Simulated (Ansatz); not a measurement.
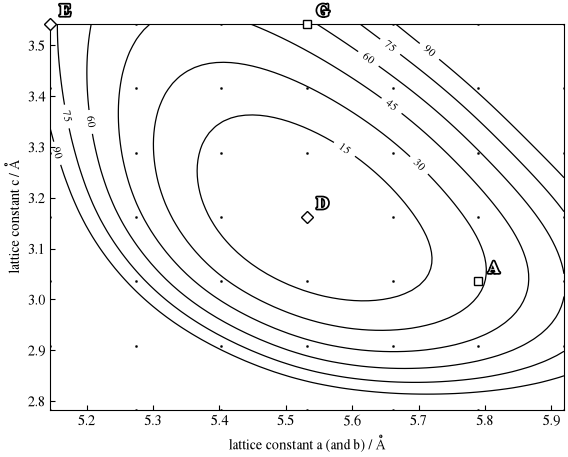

GaSb (I-4m2, No. 119; 2 atoms in the cell). 
- The energy is mapped over the lattice constants a and c of the conventional cell.
- The first coordinate is: lattice constant a (and b); the second: lattice constant c.
- Nothing is relaxed (symmetry fixes all fractional coordinates).
- Grid: 7 × 7 points.
- All energies are given in meV/atom relative to the lowest grid point.
- Computed with DFT PBE, scalar-relativistic, plane waves, PAW in Ansatz. Settings: cutoff 420 eV, k-mesh 16×16×16, gaussian smearing 0.15 eV, no spin polarisation.

In the figure: contour lines labelled in meV/atom (none above 90), dots at the grid points, lettered points. Between grid points the surface is interpolated.

Question: Rank the lettered points by energy, lowest first.

Answer: D (0 meV/atom), A (28 meV/atom), G (57 meV/atom), E (79 meV/atom).

PAW datasets: the set soft_1.
